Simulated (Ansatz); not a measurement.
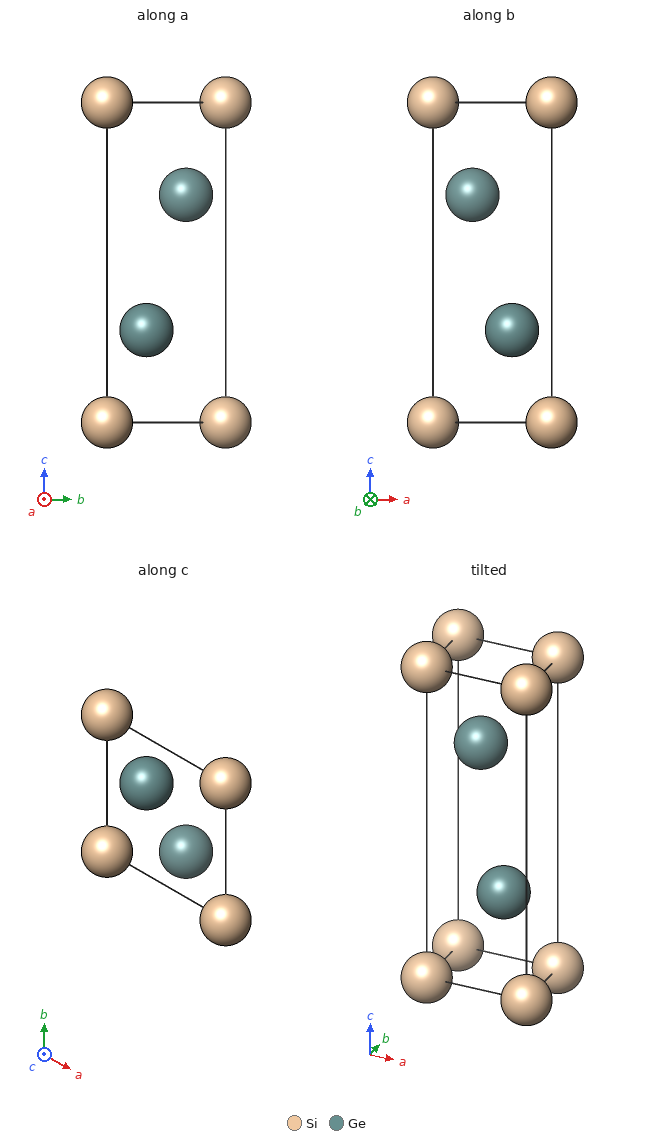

Drawn in the spheres-only manner and seen along the a axis, along the b axis, along the c axis and slightly off an axis. The conventional unit cell is outlined; an atom on or near a face, edge or corner is repeated at each equivalent position.

Lattice parameters: a = 3.0451 Å, b = 3.0451 Å, c = 7.1138 Å, α = 90.000°, β = 90.000°, γ = 120.000°.

Question: Express the structure as a CIF with its space group and independent sites, with free fractional coordinates to two decimals.

Answer:
```cif
data_structure
_symmetry_space_group_name_H-M 'P -3 m 1'
_symmetry_Int_Tables_number 164
_cell_length_a 3.0451
_cell_length_b 3.0451
_cell_length_c 7.1138
_cell_angle_alpha 90.000
_cell_angle_beta 90.000
_cell_angle_gamma 120.000
_cell_volume 57.13
loop_
_atom_site_label
_atom_site_type_symbol
_atom_site_symmetry_multiplicity
_atom_site_Wyckoff_symbol
_atom_site_fract_x
_atom_site_fract_y
_atom_site_fract_z
_atom_site_occupancy
Si1 Si 1 a 0.00 0.00 0.00 1
Ge1 Ge 2 d 0.6667 0.3333 0.29 1
```

Origin of the cell: a structure type filled with these elements by a generator (whether the compound takes this form wasn't checked). What is shown is the relaxed result from DFT PBE, scalar-relativistic, plane waves, PAW in Ansatz.
